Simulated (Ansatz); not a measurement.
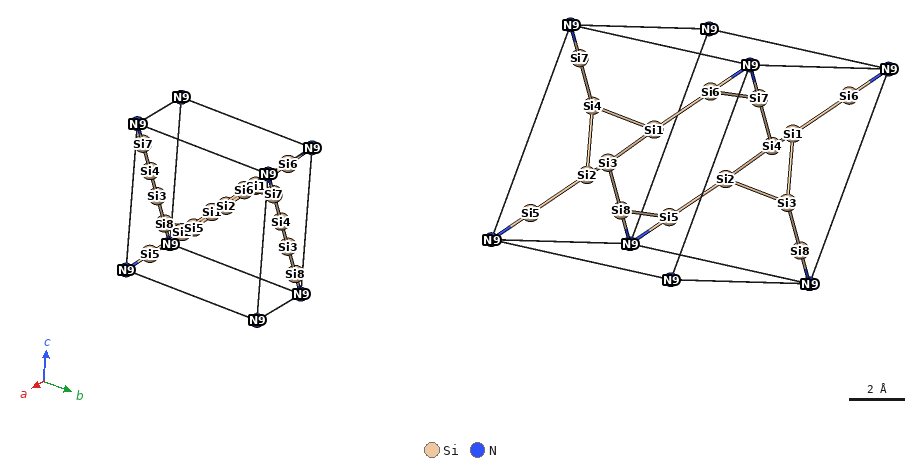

Two geometries of solid Si₈N (a generated structure, set up in I4/mmm) (coarse preliminary run), drawn at one scale. One is the start of a relaxation, the other its converged end. The picture is a ball-and-stick view of the cell of the calculation, seen slightly off an axis.

Computed with DFT PBE, scalar-relativistic, plane waves, PAW in Ansatz 0.2.0. Set-up: plane-wave cutoff 420 eV; k-point mesh 4 × 4 × 4; occupations gaussian; smearing width 0.1 eV; no spin polarisation; cell and atoms relaxed; force threshold 0.04 eV/Å; at most 70 steps.

### Which of the two is the end point?

The right one is the relaxed one. The largest moves relative to the cell, 0.31 Å, are those of Si1, Si2, Si3 and Si4. Si3 goes along [−1 0 −1]. N stays in place. The drawn cell changes as follows: a = b = c 5.437 → 8.637 Å (+58.9 %), α 104.8° → 91.3°, β 104.8° → 91.3°, γ 119.2° → 162.8°; the volume changes by +55.5 %. Among the contacts that change: Si1–Si1 5.501 → 2.580 Å, Si1–Si5 2.896 → 5.772 Å, Si1–Si7 2.850 → 4.832 Å, Si1–Si2 1.387 → 3.139 Å. Bonds break: Si1–Si2 (1.39 → 3.14 Å), Si3–Si4 (1.39 → 3.14 Å), Si5–Si6 (2.23 → 3.67 Å), Si7–Si8 (2.23 → 3.67 Å). The space group stays I4/mmm (No. 139). Over 26 accepted moves (29 points after the start) the energy falls by 18288 meV per atom. Largest force component: 77 eV/Å at the start, 0.028 eV/Å at the end. Pressure: 418.60 GPa at the start and 0.18 GPa at the end. The line search rejected the trial step at point 19 of the run. The SCF was repeated twice at an unchanged geometry on a basis and grid sized afresh for the cell, which shifted the energy by 457 meV per atom at most. Cost: 2.3 min on 1 thread of Arm Neoverse V1, with other jobs on the host, peak memory 0.52 GiB.
